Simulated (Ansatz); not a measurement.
Si₁₈C₁₇ and related structures: several calculations on one system

### Relaxation

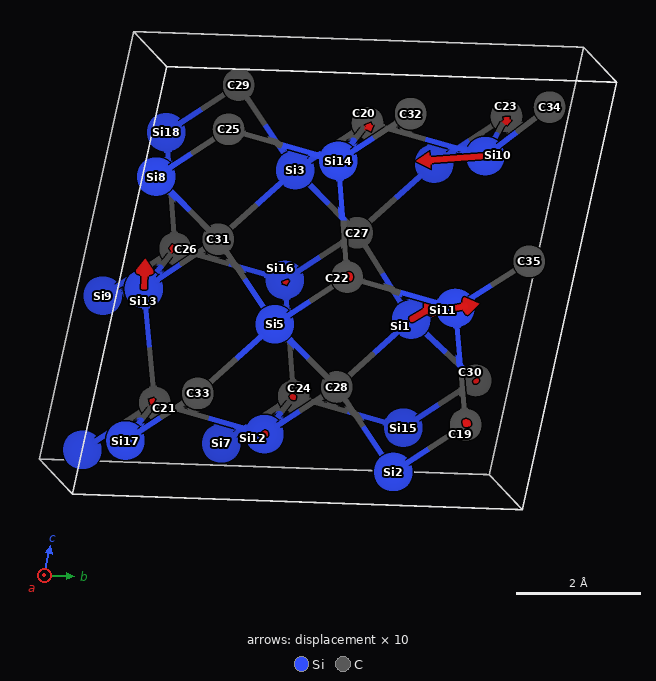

A relaxation of a defect cell of composition Si$_{18}$C$_{17}$. The starting structure is drawn; red arrows show the displacements, 10 times their true length.

A ball-and-stick model of the cell of the calculation, seen from a free direction.

Case: C vacancy (site b), charge +0, atoms relaxed at the host's cell.

Method: DFT PBE, scalar-relativistic, plane waves, PAW in Ansatz 0.2.0. (plane-wave cutoff 420 eV; k-point mesh 2 × 2 × 2; occupations gaussian; smearing width 0.01 eV; mesh shifted by (0.5, 0.5, 0.5); no spin polarisation; atoms relaxed in a fixed cell; force threshold 0.025 eV/Å; at most 45 steps)

Which element moves most?

Silicon: up to 0.12 Å, against 0.02 Å for carbon.

What did the optimiser do to the structure, and how much energy did it gain?

After 4 geometry steps the energy has fallen by 0.232 eV per cell of the calculation. The largest force component goes from 1.7 to 0.011 eV/Å. A Si atom moves most: 0.12 Å roughly along −b. Largest moves by element: Si 0.12 Å, C 0.02 Å. The cell doesn't change. Some distances before and after: C–Si 2.020 → 1.902 Å, C–Si 1.830 → 1.911 Å, C–Si 1.858 → 1.902 Å, C–Si 1.954 → 1.912 Å. Among the angles between lasting bonds that change: C–Si–C 113.0° → 108.9°, C–Si–C 104.5° → 108.4°, Si–C–Si 105.5° → 109.2°.

Limits of the set-up: the periodic images lie only 7.4 Å apart, so the values are limited by the cell's size.

### Relaxation

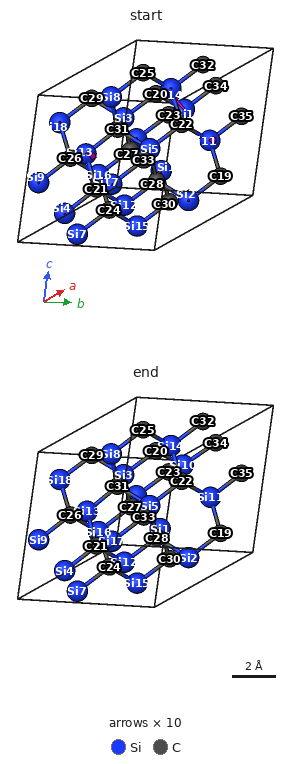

The structure of a defect cell of composition Si18C17 (cell charge +2) before (top) and after (bottom) a relaxation, at one scale. The purple arrows give the displacements, 10 times their true length.

A ball-and-stick model of the cell of the calculation, seen from a free direction.

Case: C vacancy (site b), charge +2, atoms relaxed at the host's cell.

Method: DFT PBE, scalar-relativistic, plane waves, PAW in Ansatz 0.2.0. Set-up: plane-wave cutoff 420 eV; k-point mesh 2 × 2 × 2; occupations gaussian; smearing width 0.01 eV; mesh shifted by (0.5, 0.5, 0.5); no spin polarisation; atoms relaxed in a fixed cell; force threshold 0.025 eV/Å; at most 45 steps.

Summarise the run.

The atom that moves furthest is a Si atom (0.084 Å roughly along [−1 −3 3]). Largest moves by element: Si 0.084 Å, C 0.011 Å. The cell doesn't change. Some distances before and after: C–Si 1.919 → 1.866 Å, C–Si 1.894 → 1.868 Å, C–Si 1.870 → 1.852 Å, C–Si 1.917 → 1.930 Å. Among the angles between lasting bonds that change: C–Si–C 109.3° → 112.8°, Si–C–Si 110.2° → 113.0°, Si–C–Si 106.3° → 103.9°. Over 3 accepted moves (4 points after the start) the energy falls by 0.180 eV per cell of the calculation. Largest force component: 1.3 eV/Å at the start, 0.018 eV/Å at the end. 1 step only repeated the SCF at the same geometry.

Limits of the set-up: the periodic images lie only 7.4 Å apart, so the values are limited by the cell's size; the cell is charged, on a uniform background, and energies carry no finite-size correction.

### A change

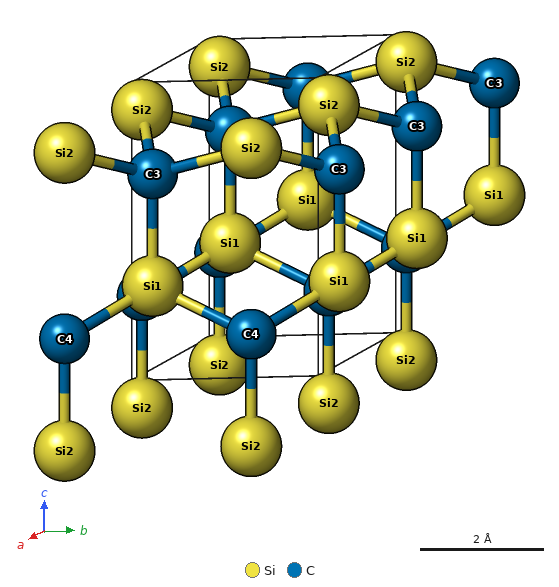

The starting point is a crystal of SiC (set up in P6_3mc). A ball-and-stick model of the cell of the calculation, repeated 3 × 2 × 1 with one cell outlined, seen slightly off an axis.

Method: DFT r2SCAN, scalar-relativistic, plane waves, PAW (Ansatz 0.2.0). Settings: plane-wave cutoff 500 eV; k-point mesh 12 × 12 × 6; occupations gaussian; smearing width 0.02 eV; no spin polarisation.

The variant: The crystal is put under a hydrostatic pressure of 50 GPa. Cell and atoms are relaxed at that pressure.

Input
```yaml
crystal:
  lattice:
    - [2.9124431045, 0.0, 0.0]
    - [-1.4562215523, 2.5222497156, 0.0]
    - [0.0, 0.0, 4.7760083932]
  atoms:
    - { symbol: Si, position: [0.3333333333, 0.6666666667, 0.4995813449] }
    - { symbol: Si, position: [0.6666666667, 0.3333333333, 0.9995813449] }
    - { symbol: C, position: [0.3333333333, 0.6666666667, 0.8754186551] }
    - { symbol: C, position: [0.6666666667, 0.3333333333, 0.3754186551] }
basis:
  ecutwfc: 500
kpoints:
  mp_grid: { grid: [12, 12, 6] }
hamiltonian:
  xc: r2scan
scf:
  occupations: { method: gaussian, width: 0.02 }
output:
  forces: true
  stress: true
  eigenvalues: true
relax:
  adjacent_minimum: "off"
  f_tol: 0.008
  max_steps: 50
  cell: { stress_tol: 0.08, p_target: 50.0 }
```

Run as
```bash
ansatz run input.yaml --threads 1 --pin off --max-ram 2560MiB --backend cpu --events-out ev --progress --plain --runs-dir out
```

What does the calculation give for the changed structure?

The energy rises by 211 meV per atom. The pressure goes from 0.0 to 50.0 GPa. Cell: a = b 3.075 → 2.916 Å (−5.2 %), c 5.048 → 4.777 Å (−5.4 %). Volume −14.9 %. No atom moves by more than 0.005 Å relative to the cell. Among the bonded contacts that change: C–Si 1.897 → 1.796 Å, C–Si 1.883 → 1.785 Å. The space group stays P6_3mc (No. 186).

Drawn alike, the variant:

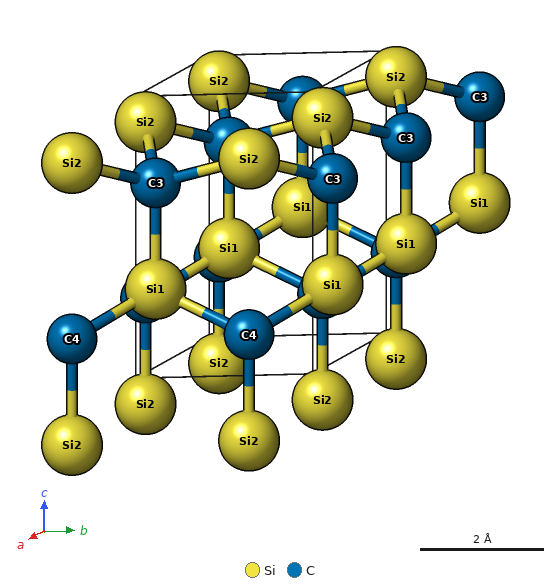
